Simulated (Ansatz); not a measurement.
**Energy of Ca along a strain of the cell**

System: Ca (I4/mmm, 1 atom in the cell).
Method: DFT PBE, scalar-relativistic, plane waves, PAW, no spin polarisation (Ansatz 0.2.0).

The 5 runs differ only in the geometry, by a strain of the cell at fixed fractional positions. Against run 3, the strain is εxx = η and εyy = η. The structure derives from an entry of the Crystallography Open Database.

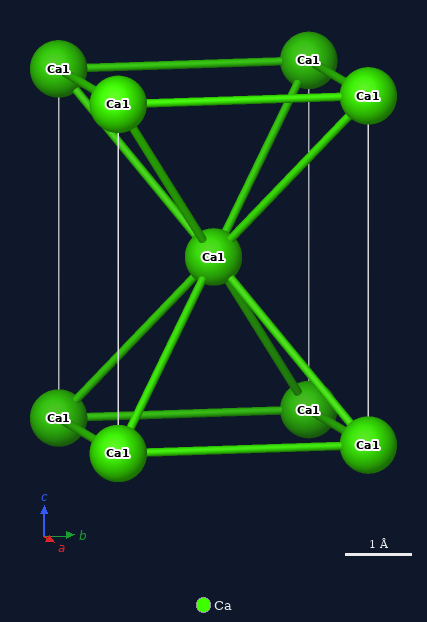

Figure 1. The structure of run 3 (ball-and-stick view of the cell 2 times as large as that of the calculation, set on its symmetry axes, seen slightly off an axis; atoms are numbered from 1 in the order of the input). An atom can appear more than once, as a periodic image.

## Input of run 3
```yaml
crystal:
  lattice:
    - [0.0, 2.7942, 2.710374]
    - [2.7942, 0.0, 2.710374]
    - [2.7942, 2.7942, 0.0]
  atoms:
    - { symbol: Ca, position: [0.0, 0.0, 0.0] }
basis:
  ecutwfc: 420
kpoints:
  mp_grid: { grid: [14, 14, 14] }
hamiltonian:
  xc: pbe
scf:
  occupations: { method: gaussian, width: 0.15 }
output:
  forces: true
  stress: true
  eigenvalues: true
```

Command:
```bash
ansatz run input.yaml --threads 1 --pin off --max-ram 2560MiB --backend cpu --events-out ev --progress --plain --runs-dir out
```

Run 2 differs from it as follows:
```diff
-    - [0.0, 2.7942, 2.710374]
-    - [2.7942, 0.0, 2.710374]
-    - [2.7942, 2.7942, 0.0]
+    - [0.0, 2.752287, 2.710374]
+    - [2.752287, 0.0, 2.710374]
+    - [2.752287, 2.752287, 0.0]
```

## Results, with one run withheld

```tsv
run	strain parameter η (%)	free energy per atom, from the lowest run given (meV)	pressure (GPa)
1	−3.0000	7.22	1.10
2	−1.5000	?	?
3	0.0000	0.00	−0.06
4	1.5000	3.05	−0.54
5	3.0000	10.02	−0.98
```

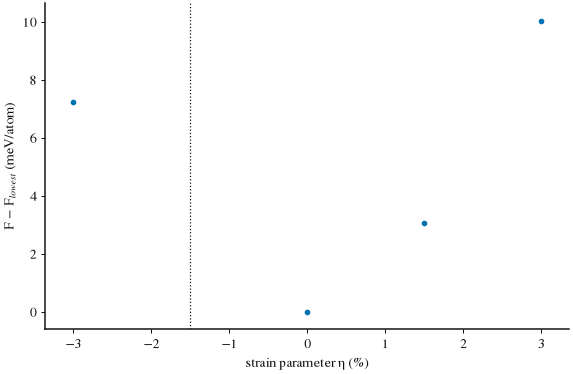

Figure 2. Free energy per atom of the runs given; the dotted line marks run 2.

Estimate the energy of run 2 from the others.

A quadratic polynomial in the coordinate, fitted to the 4 runs given, misses them by at most 0.11 meV per atom. With x = η − 0.3750, it reads F = 0.39722 + 1.1885 x + 0.9499 x² (meV per atom). At run 2 it gives 1.51 meV per atom, and the run itself gives 1.25. The fit has its minimum at η = −0.2506 %.

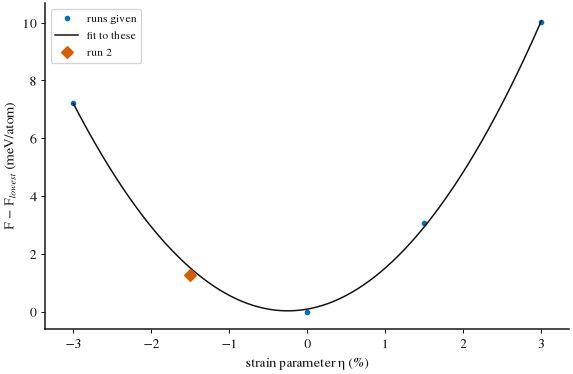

Figure 3. The fit and the withheld run.

## Output, shortened to warnings, some set-up lines, iterations and results (run 2)
```
Basis set: ecut = 420 eV, 845 PW (Γ), exchange–correlation on 54×54×54 points (8 copies of the dense FFT grid, shifted against one another)
Symmetry: 16 space group operations
k-points: 244 of 2744
Initial density: superposition of atomic densities (neutral atoms: chi_scale 0, normalization atom), corrected by the library's trained network
[...]
SCF iter   1: F=—  HF=-1816.866005 eV  |F-HF|=—  |Δ(HF+E_count)|=         —  Δρ=8.14e-4  dr2=2.79e-4  ethr=1.77e-3  ⟨swp⟩=5.6  Hψ=17434  notcnv=0
SCF iter   2: F=—  HF=-1816.866102 eV  |F-HF|=—  |Δ(HF+E_count)|=   9.67e-5  Δρ=4.89e-4  dr2=9.91e-5  ethr=2.79e-6  ⟨swp⟩=2.3  Hψ=5312  notcnv=0
SCF iter   3: F=—  HF=-1816.866178 eV  |F-HF|=—  |Δ(HF+E_count)|=   7.63e-5  Δρ=1.36e-4  dr2=1.26e-5  ethr=9.91e-7  ⟨swp⟩=2.0  Hψ=2449  notcnv=0
SCF iter   4: F=—  HF=-1816.866173 eV  |F-HF|=—  |Δ(HF+E_count)|=   5.55e-6  Δρ=4.92e-5  dr2=9.92e-7  ethr=1.26e-7  ⟨swp⟩=2.5  Hψ=3354  notcnv=0
SCF iter   5: F=—  HF=-1816.866173 eV  |F-HF|=—  |Δ(HF+E_count)|=   3.80e-7  Δρ=1.47e-5  dr2=1.64e-7  ethr=9.92e-9  ⟨swp⟩=2.1  Hψ=3447  notcnv=0
SCF iter   6: F=-1816.866173 eV  HF=-1816.866173 eV  |F-HF|=1.28e-8  |Δ(HF+E_count)|=   6.38e-8  Δρ=4.89e-6  dr2=1.74e-8  ethr=1.00e-9  ⟨swp⟩=4.6  Hψ=10237  notcnv=0
SCF 1 converged in 6 iterations: F = -1816.866173 eV  dr2 = 1.74e-8
SCF converged after 6 iterations
Free energy (F): -1816.866173 eV
Harris-Foulkes:  -1816.866173 eV  (|F-HF|=1.28e-8)
Internal energy: -1816.851423 eV  (E = F + TS)
E sigma→0 (E₀):  -1816.858798 eV
Entropy (-TS):   -0.014750 eV (-14.750 meV/atom)
Fermi energy:    5.134845 eV
--- Per-component energies (eV) ---
  E_band       = -172.855352
  E_kinetic    = 275.792190
  E_local      = -840.312486  (includes V_loc(G=0)·N_el)
  E_nonlocal   = 63.696547
  E_hartree    = 280.993159
  E_xc         = -136.003062
  E_vxc        = -169.529761  (∫ρ·V_xc dr)
  E_paw        = -858.257750  (= ΣΔE_a)
  E_vpaw       = -64.484217  (= ΣTr[D̂ρ^β])
  E_aug_tail   = -0.000006  (compensation charges beyond the density's cutoff)
  E_ewald      = -602.760013
  E_smearing   = -0.014750  (= −TS)
  E_closure    = -0.000000  (closes the sum)
  Σ components = -1816.866173   (vs F -1816.866173, Δ=0.00e0)
--- Forces (eV/Å), atoms counted from 1 ---
  atom   1  Ca     0.00000000    -0.00000000     0.00000000
  max |Σ_I F_I| component: 9.86e-32 eV/Å
--- Stress (GPa, compression-positive) ---
        0.453394       0.000000       0.000000
        0.000000       0.453394       0.000000
        0.000000       0.000000       0.564550
  P = ⅓ Tr σ = 0.4904 GPa (4.904 kbar)
```
